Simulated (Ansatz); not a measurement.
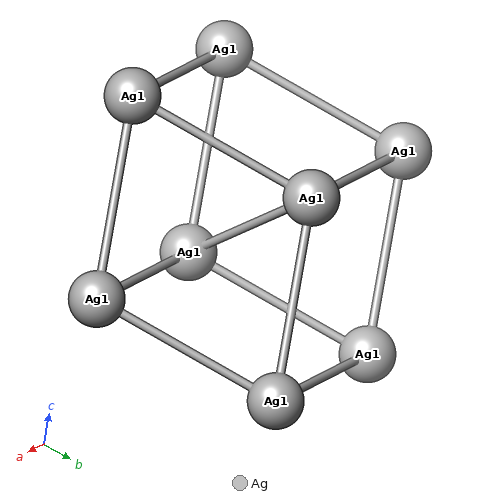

The system is Ag (Im-3m, No. 229; 1 atom in the cell); the picture shows the reference structure. The cell is strained homogeneously, by one strain along x and y and another along z, with fractional coordinates fixed (x, y and z along the cube axes). First axis: strain along x and y. Second axis: strain along z. The grid has 5 × 5 points. Energies are in meV/atom, from the unstrained cell. Level of theory: DFT PBEsol, scalar-relativistic, plane waves, PAW in Ansatz. Settings: cutoff 420 eV, k-mesh 26×26×26, gaussian smearing 0.15 eV, no spin polarisation.

Its coordinates:

```
CELL_PARAMETERS angstrom
-1.61256 1.61256 1.61256
1.61256 -1.61256 1.61256
1.61256 1.61256 -1.61256
ATOMIC_POSITIONS crystal
Ag 0.00000 0.00000 0.00000
```

Range: strain along x and y from −5.0 to 5.0 %; strain along z from −5.0 to 5.0 %.

> Predict the map.

The lowest grid point is at strain along x and y = −2.5 %, strain along z = 5.0 %, −3.4 meV/atom from the unstrained cell. It lies at the edge of the scanned range, so the true minimum may lie outside. Other grid points that lie below all their neighbours: strain along x and y = 0.0 %, strain along z = 0.0 % (3.4 meV/atom higher). The energy also falls towards the edge at strain along x and y = 2.5 %, strain along z = −5.0 % (1.4 meV/atom above the lowest), where a further well may lie outside the range. The highest grid point, strain along x and y = −5.0 %, strain along z = −5.0 %, lies 176 meV/atom above the lowest.

```csv
"strain along z ↓, strain along x and y →",−5.0,−2.5,0.0,2.5,5.0
5.0,12,−3,12,51,108
2.5,36,2,3,30,77
0.0,70,16,0,13,50
−2.5,115,38,3,2,27
−5.0,172,70,16,−2,9
```

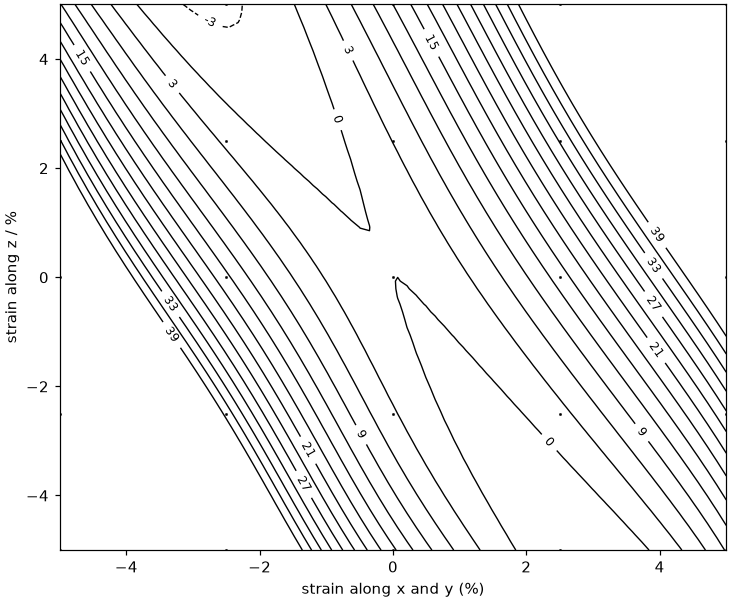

The picture shows contour lines labelled in meV/atom (none above 39), dots at the grid points. Between grid points the surface is interpolated.
